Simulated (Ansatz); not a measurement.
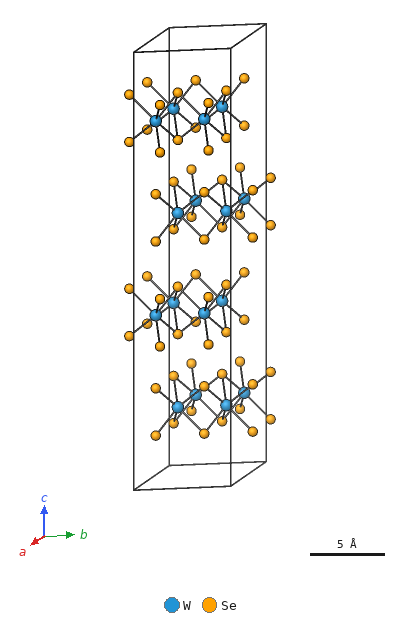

Fig. 1: The input geometry (ball-and-stick view of the 2 × 2 repeat of the cell, with the vacuum cut short, seen slightly off an axis; bonded neighbours outside the cell are drawn too). An atom can appear more than once, as a periodic image.

# Single-point calculation, with input and output: WSe$_{2}$

WSe$_{2}$ (P-3m1, 12 atoms in the cell), computed with DFT PBE, scalar-relativistic, plane waves, PAW, no spin polarisation (Ansatz 0.2.0).

The structure derives from a Materials Project entry. Figures and captions count atoms from 1; the log counts them from 0 in places.

## The input
```yaml
crystal:
  lattice:
    - [3.3178488582, 0.0, 0.0]
    - [-1.6589244291, 2.8733413971, 0.0]
    - [0.0, 0.0, 36.41830731]
  atoms:
    - { symbol: W, position: [0.66666667, 0.33333333, 0.90611047] }
    - { symbol: W, position: [0.66666667, 0.33333333, 0.280468] }
    - { symbol: W, position: [0.33333333, 0.66666667, 0.719532] }
    - { symbol: W, position: [0.33333333, 0.66666667, 0.09388953] }
    - { symbol: Se, position: [0.33333333, 0.66666667, 0.95178674] }
    - { symbol: Se, position: [0.33333333, 0.66666667, 0.32610682] }
    - { symbol: Se, position: [0.66666667, 0.33333333, 0.76520455] }
    - { symbol: Se, position: [0.66666667, 0.33333333, 0.1395502] }
    - { symbol: Se, position: [0.33333333, 0.66666667, 0.8604498] }
    - { symbol: Se, position: [0.33333333, 0.66666667, 0.23479545] }
    - { symbol: Se, position: [0.66666667, 0.33333333, 0.67389318] }
    - { symbol: Se, position: [0.66666667, 0.33333333, 0.04821326] }
basis:
  ecutwfc: 420
kpoints:
  mp_grid: { grid: [6, 6, 1] }
hamiltonian:
  xc: pbe
scf:
  occupations: { method: gaussian, width: 0.1 }
output:
  forces: true
  stress: true
  eigenvalues: true
```

Hardware: 4 threads of Arm Neoverse N1, 24 GiB of memory available, shared host.

Command:
```bash
ansatz run input.yaml --threads 4 --pin off --max-ram 10240MiB --backend cpu --events-out ev --progress --plain --runs-dir out
```

## What the program printed
```
Engine: ansatz 0.2.0, aarch64-unknown-linux-gnu
Pseudopotentials: kind: paw
Pseudopotential: W, paw, valence charge 14, recommended cutoff 420 eV (normal), W.paw.azcp
Pseudopotential: Se, paw, valence charge 16, recommended cutoff 420 eV (normal), Se.paw.azcp
Functional definition: PBE
  parameter kappa = 0.804
  parameter beta = 0.06672455060314922
  exchange = pbe_x(kappa = kappa, mu = beta*pi^2/3)
  correlation = pbe_c(beta = beta)
Crystal: 12 atoms, lattice volume = 347.187 Å³
Basis set: ecut = 420 eV, 6901 PW (Γ), exchange–correlation on 48×48×500 points (8 copies of the dense FFT grid, shifted against one another)
Bands: 111, of which v1, the nominal top of the filled ones, is band 92 counted from 1 (91 counted from 0)
Symmetry: 12 space group operations
Space group: P-3m1 (ITA 164), of the structure as read, at distance tolerance 7.0e-5 Å
k-points: 7 of 36
Non-local potential: W, projectors of the file, l = 0: 3, l = 1: 2, l = 2: 2, l = 3: 1
Non-local potential: Se, projectors of the file, l = 0: 2, l = 1: 2, l = 2: 3, l = 3: 1
PAW form: soft (Blöchl's): semilocal exchange-correlation on the pseudo side does not see the compensation charge
PAW one-centre angular grid: W, 590 points (default); XC on 64 Gauss nodes
PAW one-centre angular grid: Se, 590 points (default); XC on 64 Gauss nodes
Initial density: superposition of atomic densities (neutral atoms: chi_scale 0, normalization atom), corrected by the library's trained network
Initial wavefunctions: pseudopotential atomic-orbital guess
Functional: x = pbe(κ = 0.804, μ = 0.2195149727645171), c = pbe(β = 0.06672455060314922)
SCF iter   1: F=—  HF=-85298.574194 eV  |F-HF|=—  |Δ(HF+E_count)|=         —  Δρ=3.86e-3  dr2=6.77e-2  ethr=1.77e-3  ⟨swp⟩=7.0  Hψ=2949  notcnv=0  defer=2
preconditioner: auto → Resta (q_TF=auto, 2.454 Å⁻¹)  ε∞=4.8  [insulator: Δε(μ)=1.252 eV  Ē_g=8.689 eV  σ=0.100 eV  W_gap=1.00  n_scr=106 (ndim 8)  ℏωp=16.9 eV  f_vac=0.302  D(μ)=0.00/eV (n_scr^D=0)  ε∞_Penn≈4.8  vacuum switching on, ρ_ref=5.5e-3 e/Å³]
SCF iter   2: F=—  HF=-85298.580901 eV  |F-HF|=—  |Δ(HF+E_count)|=   6.71e-3  Δρ=2.20e-3  dr2=1.20e-2  ethr=3.68e-5  ⟨swp⟩=2.0  Hψ=1142  notcnv=0  defer=9
SCF iter   3: F=—  HF=-85298.585865 eV  |F-HF|=—  |Δ(HF+E_count)|=   4.96e-3  Δρ=1.27e-3  dr2=2.85e-3  ethr=6.51e-6  ⟨swp⟩=2.0  Hψ=866  notcnv=0
automatic band count: iteration 3 solves 108 bands in place of 111: the levels show a gap, and the empty bands left out lie too high to hold charge; the band table lists the bands solved (type scf.n_extra_bands for more)
SCF iter   4: F=—  HF=-85298.588597 eV  |F-HF|=—  |Δ(HF+E_count)|=   2.73e-3  Δρ=4.71e-4  dr2=4.31e-4  ethr=1.55e-6  ⟨swp⟩=2.6  Hψ=1216  notcnv=0
SCF iter   5: F=—  HF=-85298.588981 eV  |F-HF|=—  |Δ(HF+E_count)|=   3.84e-4  Δρ=1.03e-4  dr2=3.03e-5  ethr=2.34e-7  ⟨swp⟩=2.0  Hψ=997  notcnv=0
SCF iter   6: F=—  HF=-85298.588652 eV  |F-HF|=—  |Δ(HF+E_count)|=   3.30e-4  Δρ=3.26e-5  dr2=9.64e-6  ethr=1.65e-8  ⟨swp⟩=2.4  Hψ=1314  notcnv=0
SCF iter   7: F=—  HF=-85298.588655 eV  |F-HF|=—  |Δ(HF+E_count)|=   2.78e-6  Δρ=1.15e-5  dr2=1.38e-6  ethr=5.24e-9  ⟨swp⟩=2.0  Hψ=905  notcnv=0
SCF iter   8: F=—  HF=-85298.588655 eV  |F-HF|=—  |Δ(HF+E_count)|=   4.44e-7  Δρ=6.19e-6  dr2=7.72e-7  ethr=7.50e-10  ⟨swp⟩=2.0  Hψ=942  notcnv=0
SCF iter   9: F=-85298.588655 eV  HF=-85298.588655 eV  |F-HF|=1.05e-8  |Δ(HF+E_count)|=   8.47e-9  Δρ=2.50e-6  dr2=4.96e-8  ethr=5.43e-11  ⟨swp⟩=9.0  Hψ=3665  notcnv=0
SCF 1 converged in 9 iterations: F = -85298.588655 eV  dr2 = 4.96e-8
  greatest PAW one-centre occupation: 1.000 electrons in one spin orbital (limit 2), on the Se atom at site 8 (counted from 0), in its partial waves of l = 2
```

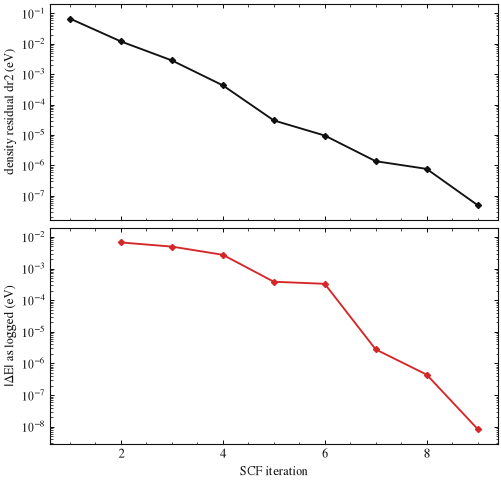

Fig. 2: Convergence of the self-consistent field: density residual dr2 and size of the energy change against the SCF iteration. The residual falls at every step.

```
SCF converged after 9 iterations
Free energy (F): -85298.588655 eV
Harris-Foulkes:  -85298.588655 eV  (|F-HF|=1.05e-8)
Internal energy: -85298.588655 eV  (E = F + TS)
E sigma→0 (E₀):  -85298.588655 eV
Fermi energy:    8.130376 eV
--- Per-component energies (eV) ---
  E_band       = -4342.088952
  E_kinetic    = 2754.645026
  E_local      = -159500.237139  (includes V_loc(G=0)·N_el)
  E_nonlocal   = -4759.444580
  E_hartree    = 78829.828906
  E_xc         = -1904.318409
  E_vxc        = -1744.643554  (∫ρ·V_xc dr)
  E_paw        = -49542.322429  (= ΣΔE_a)
  E_vpaw       = 1247.978637  (= ΣTr[D̂ρ^β])
  E_aug_tail   = -0.004921  (compensation charges beyond the density's cutoff)
  E_ewald      = 48823.264891
  E_smearing   = -0.000000  (= −TS)
  E_closure    = -0.000000  (closes the sum)
  Σ components = -85298.588655   (vs F -85298.588655, Δ=0.00e0)
--- Forces (eV/Å), atoms counted from 1 ---
  atom   1  W      0.00000000    -0.00000000     0.01016486
  atom   2  W     -0.00000000    -0.00000000     0.00374147
  atom   3  W     -0.00000000     0.00000000    -0.00374147
  atom   4  W      0.00000000     0.00000000    -0.01016486
  atom   5  Se     0.00000000     0.00000000     0.24856151
  atom   6  Se    -0.00000000     0.00000000     0.29731559
  atom   7  Se     0.00000000    -0.00000000     0.24740453
  atom   8  Se    -0.00000000    -0.00000000     0.25161801
  atom   9  Se     0.00000000     0.00000000    -0.25161801
  atom  10  Se     0.00000000     0.00000000    -0.24740453
  atom  11  Se    -0.00000000    -0.00000000    -0.29731559
  atom  12  Se     0.00000000    -0.00000000    -0.24856151
  max |Σ_I F_I| component: 2.22e-16 eV/Å
--- Stress (GPa, compression-positive) ---
        0.851419       0.000000       0.000000
        0.000000       0.851419       0.000000
        0.000000       0.000000       2.087045
  P = ⅓ Tr σ = 1.2633 GPa (12.633 kbar)
--- Band table (eV; the first three rows and the last of 7) ---
  k-point 0: bands = ["-66.6494", "-66.6494", "-66.6471", "-66.6471", "-40.2034", "-40.2034", "-40.2033", "-40.2033", "-40.2022", "-40.2022", "-40.2022", "-40.2022", "-40.1999", "-40.1999", "-40.1999", "-40.1999", "-40.1938", "-40.1938", "-40.1938", "-40.1938", "-40.1713", "-40.1713", "-40.1712", "-40.1712", "-40.1696", "-40.1696", "-40.1695", "-40.1695", "-40.1677", "-40.1677", "-40.1677", "-40.1677", "-40.1593", "-40.1593", "-40.1593", "-40.1593", "-40.1580", "-40.1580", "-40.1554", "-40.1553", "-40.1541", "-40.1541", "-40.1447", "-40.1447", "-30.9222", "-30.9222", "-30.9198", "-30.9197", "-30.8133", "-30.8133", "-30.8133", "-30.8133", "-30.8111", "-30.8111", "-30.8111", "-30.8111", "-7.4790", "-7.4490", "-7.4074", "-7.3793", "-6.2354", "-6.1792", "-6.1087", "-6.0632", "0.8706", "1.0290", "1.2551", "1.4320", "4.5428", "4.9119", "4.9119", "4.9145", "4.9145", "4.9175", "4.9175", "4.9178", "4.9187", "4.9187", "5.4453", "5.9461", "6.0303", "6.0303", "6.0374", "6.0374", "6.0462", "6.0462", "6.0510", "6.0510", "6.8014", "7.0914", "7.3515", "7.4871", "10.2285", "10.2285", "10.2349", "10.2349", "10.2456", "10.2456", "10.2511", "10.2511", "10.3946", "10.3946", "10.4241", "10.4241", "10.4578", "10.4578", "10.4774", "10.4774"]
  k-point 1: bands = ["-66.6471", "-66.6471", "-66.6449", "-66.6449", "-40.2033", "-40.2033", "-40.2023", "-40.2023", "-40.2023", "-40.2022", "-40.2012", "-40.2012", "-40.1999", "-40.1999", "-40.1989", "-40.1989", "-40.1938", "-40.1938", "-40.1928", "-40.1928", "-40.1715", "-40.1715", "-40.1714", "-40.1714", "-40.1701", "-40.1701", "-40.1697", "-40.1697", "-40.1681", "-40.1681", "-40.1679", "-40.1679", "-40.1597", "-40.1597", "-40.1594", "-40.1594", "-40.1575", "-40.1575", "-40.1549", "-40.1548", "-40.1537", "-40.1537", "-40.1442", "-40.1442", "-30.9110", "-30.9110", "-30.9085", "-30.9085", "-30.8675", "-30.8675", "-30.8653", "-30.8653", "-30.8259", "-30.8259", "-30.8237", "-30.8237", "-7.0864", "-7.0571", "-7.0164", "-6.9888", "-6.0341", "-5.9833", "-5.9203", "-5.8801", "1.3640", "1.5167", "1.7391", "1.9170", "3.8515", "3.8594", "3.8701", "3.8776", "4.0458", "4.2783", "4.5245", "4.6660", "5.2775", "5.2832", "5.2909", "5.2954", "5.4488", "5.4589", "5.4707", "5.4774", "5.8211", "5.9091", "6.0848", "6.3089", "6.7050", "6.8350", "6.9290", "6.9692", "9.3097", "9.4235", "9.5748", "9.7225", "9.7867", "9.9399", "9.9425", "9.9768", "10.0130", "10.0231", "10.0531", "10.0543", "10.7912", "10.8209", "10.8550", "10.8749"]
  k-point 2: bands = ["-66.6426", "-66.6426", "-66.6403", "-66.6403", "-40.2034", "-40.2034", "-40.2022", "-40.2022", "-40.2003", "-40.2003", "-40.1999", "-40.1999", "-40.1992", "-40.1992", "-40.1969", "-40.1969", "-40.1938", "-40.1938", "-40.1908", "-40.1908", "-40.1721", "-40.1721", "-40.1718", "-40.1718", "-40.1710", "-40.1710", "-40.1699", "-40.1699", "-40.1688", "-40.1688", "-40.1682", "-40.1682", "-40.1605", "-40.1605", "-40.1597", "-40.1597", "-40.1566", "-40.1566", "-40.1539", "-40.1538", "-40.1527", "-40.1527", "-40.1432", "-40.1432", "-30.9743", "-30.9743", "-30.9721", "-30.9721", "-30.8885", "-30.8885", "-30.8861", "-30.8861", "-30.8509", "-30.8509", "-30.8487", "-30.8487", "-6.1441", "-6.1200", "-6.0862", "-6.0636", "-5.5609", "-5.5260", "-5.4852", "-5.4605", "1.7780", "1.8287", "1.8954", "1.9400", "2.6619", "2.7120", "2.8030", "2.9732", "2.9825", "3.1149", "3.1504", "3.1556", "4.6134", "4.6251", "4.6404", "4.6498", "5.2241", "5.3315", "5.4828", "5.6100", "5.9954", "6.0149", "6.0395", "6.0549", "6.0613", "6.1113", "6.1592", "6.1849", "9.2785", "9.4097", "9.5483", "9.5717", "9.5932", "9.6030", "9.6240", "9.7691", "10.3286", "10.5240", "10.7764", "10.9817", "11.4372", "11.5008", "11.5816", "11.6354"]
  k-point 6: bands = ["-66.6392", "-66.6392", "-66.6369", "-66.6369", "-40.2016", "-40.2016", "-40.2007", "-40.2007", "-40.2000", "-40.2000", "-40.1997", "-40.1996", "-40.1980", "-40.1980", "-40.1973", "-40.1973", "-40.1918", "-40.1918", "-40.1912", "-40.1912", "-40.1730", "-40.1729", "-40.1721", "-40.1721", "-40.1708", "-40.1707", "-40.1706", "-40.1706", "-40.1692", "-40.1692", "-40.1686", "-40.1686", "-40.1607", "-40.1607", "-40.1602", "-40.1602", "-40.1560", "-40.1560", "-40.1531", "-40.1531", "-40.1521", "-40.1521", "-40.1425", "-40.1425", "-30.9748", "-30.9748", "-30.9727", "-30.9727", "-30.9493", "-30.9493", "-30.9471", "-30.9471", "-30.8716", "-30.8716", "-30.8692", "-30.8692", "-5.2264", "-5.2264", "-5.2202", "-5.2202", "-5.0835", "-5.0835", "-5.0762", "-5.0762", "1.9298", "1.9550", "1.9897", "2.0133", "2.0739", "2.0739", "2.0859", "2.0859", "2.9189", "2.9587", "3.0077", "3.0394", "3.4991", "3.4991", "3.5566", "3.5566", "4.0343", "4.0343", "4.1098", "4.1098", "5.0108", "5.0108", "5.0448", "5.0448", "7.2574", "7.2917", "7.3383", "7.3719", "8.8465", "8.8465", "8.8483", "8.8483", "9.8705", "10.0581", "10.3191", "10.5269", "10.7611", "10.7611", "10.8061", "10.8061", "12.0788", "12.0788", "12.1868", "12.1868"]
```

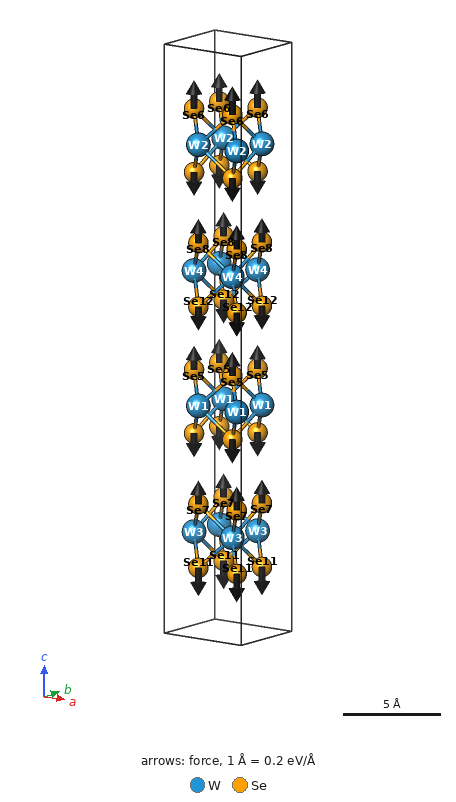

Fig. 3: Forces on the atoms as black arrows (ball-and-stick view of the 2 × 2 repeat of the cell, with the vacuum cut short, seen slightly off an axis; atoms are numbered from 1 in the order of the input); the smallest are left out. The largest act on Se6, Se11 (0.30 eV/Å); Se5, Se7, Se8, Se9, Se10, Se12 (0.25 eV/Å). The geometry is not a stationary point of this energy.

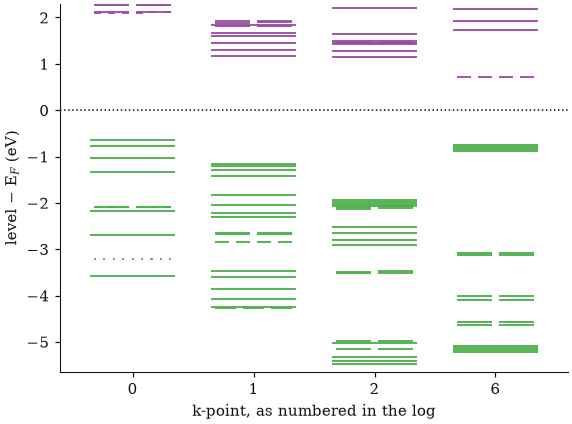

Fig. 4: Kohn–Sham levels near the Fermi level (dotted) at the few k-points that the log prints; levels within 0.02 eV of each other stand side by side. Among these points the highest filled and lowest empty levels are 1.36 eV apart; the gap on the full mesh, 1.30 eV, has an edge at a point that isn't printed.

## Key numbers

| quantity | value |
| --- | --- |
| outcome | converged |
| space group (tolerance 0.01 Å) | P-3m1 (164) |
| electrons treated | 184 |
| free energy | −85298.5887 eV |
| Fermi energy | 8.130 eV |
| gap on the k-point mesh | 1.30 eV |
| pressure | 1.26 GPa |
| largest force (length of the vector) | 0.297 eV/Å |
| wall time | 8 s (CPU time 30 s) |
| peak memory | 1.1 GiB |

## Notes

Spin–orbit coupling is left out, which matters for W.
